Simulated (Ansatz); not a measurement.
# Energy of SnO₂ along a strain of the cell

System: SnO₂ (C2/m, 3 atoms in the cell).
Method: DFT PBE+D3(BJ), scalar-relativistic, plane waves, PAW, no spin polarisation (Ansatz 0.2.0).

The 5 runs differ only in the geometry, by a strain of the cell at fixed fractional positions. Against run 3, the strain is εyy = η. The structure derives from a Materials Project entry.

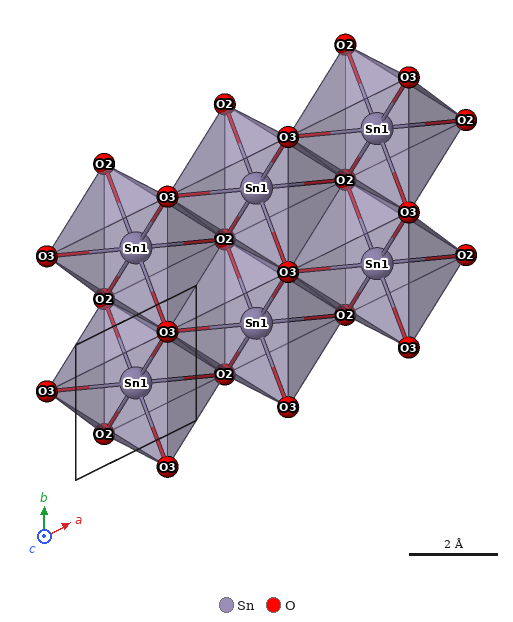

Figure 1. The structure of run 3 (polyhedral view of the reduced cell, repeated 3 × 2 × 1, along the c axis; polyhedra are completed across the faces of the cell; atoms are numbered from 1 in the order of the input).

### Input of run 3
```yaml
crystal:
  lattice:
    - [1.6170930752, 0.9382972679, 4.800592584]
    - [-1.6170930752, 0.9382972679, 4.800592584]
    - [0.0, -1.8765945358, 4.800592584]
  atoms:
    - { symbol: Sn, position: [0.5, 0.5, 0.5] }
    - { symbol: O, position: [0.23717, 0.23717, 0.23717] }
    - { symbol: O, position: [0.76283, 0.76283, 0.76283] }
basis:
  ecutwfc: 420
kpoints:
  mp_grid: { grid: [12, 12, 12] }
hamiltonian:
  xc: pbe
  dispersion: d3bj
scf:
  occupations: { method: gaussian, width: 0.05 }
output:
  forces: true
  stress: true
  eigenvalues: true
```

Command:
```bash
ansatz run input.yaml --threads 1 --pin off --max-ram 1228MiB --backend cpu --events-out ev --progress --plain --runs-dir out
```

Lattice vectors (Å) and fractional positions of run 3:
```
   1.617093    0.938297    4.800593
  -1.617093    0.938297    4.800593
   0.000000   -1.876595    4.800593
Sn  0.500000  0.500000  0.500000
O   0.237170  0.237170  0.237170
O   0.762830  0.762830  0.762830
```

Run 2 differs from it as follows:
```diff
-    - [1.6170930752, 0.9382972679, 4.800592584]
-    - [-1.6170930752, 0.9382972679, 4.800592584]
-    - [0.0, -1.8765945358, 4.800592584]
+    - [1.6170930752, 0.9242928311, 4.800592584]
+    - [-1.6170930752, 0.9242928311, 4.800592584]
+    - [0.0, -1.8485856621, 4.800592584]
```

### Results, with one run withheld

| run | strain parameter η (%) | free energy per atom, from the lowest run given (meV) | pressure (GPa) | gap on the mesh (eV) |
| --- | --- | --- | --- | --- |
| 1 | −2.4876 | 0.00 | 0.87 | 2.12 |
| 2 | −1.4925 | ? | ? | ? |
| 3 | 0.0000 | 0.21 | −3.46 | 1.89 |
| 4 | 0.9950 | 5.09 | −4.98 | 1.79 |
| 5 | 1.4925 | 8.47 | −5.70 | 1.74 |

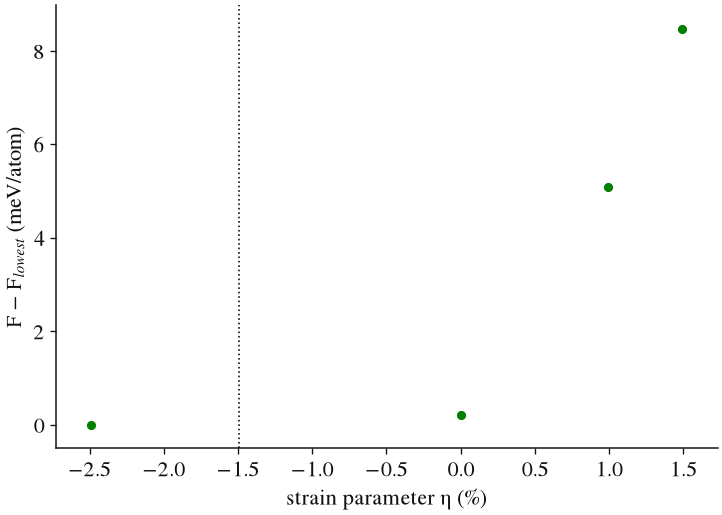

Figure 2. Free energy per atom of the runs given; the dotted line marks run 2.

Estimate the energy of run 2 from the others.

A quadratic polynomial in the coordinate, fitted to the 4 runs given, misses them by at most 0.03 meV per atom. With x = η − 0.0000, it reads F = 0.2253 + 3.4948 x + 1.3682 x² (meV per atom). At run 2 it gives −1.94 meV per atom, and the run itself gives −2.11. The fit has its minimum at η = −1.2772 %. The gap on the mesh goes, without turning, from 2.12 eV in run 1 to 1.74 eV in run 5; run 2 has 2.03 eV. These are gaps of this functional on this mesh, which can miss the band edges; they aren't the measured gap.

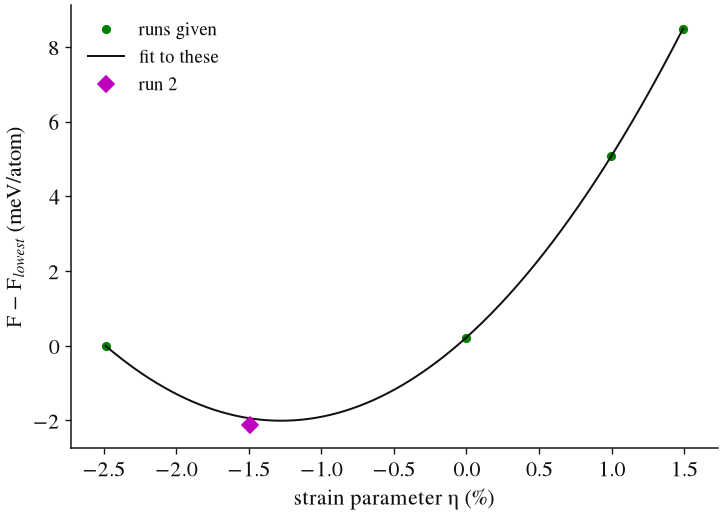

Figure 3. The fit and the withheld run.

### Output, shortened to warnings, some set-up lines, iterations and results (run 2)
```
Basis set: ecut = 420 eV, 863 PW (Γ), FFT grids on a1−a3, a2−a3, a3, exchange–correlation on 48×48×72 points (8 copies of the dense FFT grid, shifted against one another)
Symmetry: 4 space group operations
k-points: 476 of 1728
Initial density: superposition of atomic densities (neutral atoms: chi_scale 0, normalization atom), corrected by the library's trained network
[...]
SCF iter   1: F=—  HF=-7159.068986 eV  |F-HF|=—  |Δ(HF+E_count)|=         —  Δρ=1.69e-3  dr2=4.91e-4  ethr=1.77e-3  ⟨swp⟩=6.0  Hψ=44045  notcnv=0
SCF iter   2: F=—  HF=-7159.068868 eV  |F-HF|=—  |Δ(HF+E_count)|=   1.18e-4  Δρ=8.47e-4  dr2=1.08e-4  ethr=1.89e-6  ⟨swp⟩=2.0  Hψ=18001  notcnv=0
SCF iter   3: F=—  HF=-7159.069012 eV  |F-HF|=—  |Δ(HF+E_count)|=   1.43e-4  Δρ=3.29e-4  dr2=2.38e-5  ethr=4.14e-7  ⟨swp⟩=2.0  Hψ=14101  notcnv=0
SCF iter   4: F=—  HF=-7159.069057 eV  |F-HF|=—  |Δ(HF+E_count)|=   4.56e-5  Δρ=1.97e-4  dr2=1.19e-5  ethr=9.14e-8  ⟨swp⟩=2.0  Hψ=11900  notcnv=0
SCF iter   5: F=—  HF=-7159.069055 eV  |F-HF|=—  |Δ(HF+E_count)|=   2.66e-6  Δρ=3.86e-5  dr2=4.21e-7  ethr=4.58e-8  ⟨swp⟩=2.0  Hψ=10617  notcnv=0
SCF iter   6: F=-7159.069055 eV  HF=-7159.069055 eV  |F-HF|=1.20e-8  |Δ(HF+E_count)|=   6.51e-8  Δρ=7.03e-6  dr2=1.55e-8  ethr=3.85e-10  ⟨swp⟩=6.5  Hψ=41286  notcnv=0
SCF 1 converged in 6 iterations: F = -7159.069055 eV  dr2 = 1.55e-8
SCF converged after 6 iterations
Free energy (F): -7159.069055 eV
Harris-Foulkes:  -7159.069055 eV  (|F-HF|=1.20e-8)
Internal energy: -7159.069055 eV  (E = F + TS)
E sigma→0 (E₀):  -7159.069055 eV
Fermi energy:    7.222213 eV
--- Per-component energies (eV) ---
  E_band       = -129.984825
  E_kinetic    = 538.149505
  E_local      = -1978.795245  (includes V_loc(G=0)·N_el)
  E_nonlocal   = 66.402011
  E_hartree    = 983.935709
  E_xc         = -527.172178
  E_vxc        = -281.391135  (∫ρ·V_xc dr)
  E_paw        = -4462.449940  (= ΣΔE_a)
  E_vpaw       = -442.229616  (= ΣTr[D̂ρ^β])
  E_aug_tail   = 0.004802  (compensation charges beyond the density's cutoff)
  E_ewald      = -1778.608388
  E_disp       = -0.535330  (pairwise vdW)
  E_smearing   = -0.000000  (= −TS)
  E_closure    = 0.000000  (closes the sum)
  Σ components = -7159.069055   (vs F -7159.069055, Δ=0.00e0)
--- Forces (eV/Å), atoms counted from 1 ---
  atom   1  Sn     0.00000000     0.00000000     0.00000000
  atom   2  O      0.00000000    -0.00815154    -0.02942815
  atom   3  O      0.00000000     0.00815154     0.02942815
  max |Σ_I F_I| component: 0.00e0 eV/Å
--- Stress (GPa, compression-positive) ---
       -1.275037       0.000000       0.000000
        0.000000       0.654672      -0.023432
        0.000000      -0.023432      -2.258648
  P = ⅓ Tr σ = -0.9597 GPa (-9.597 kbar)
```
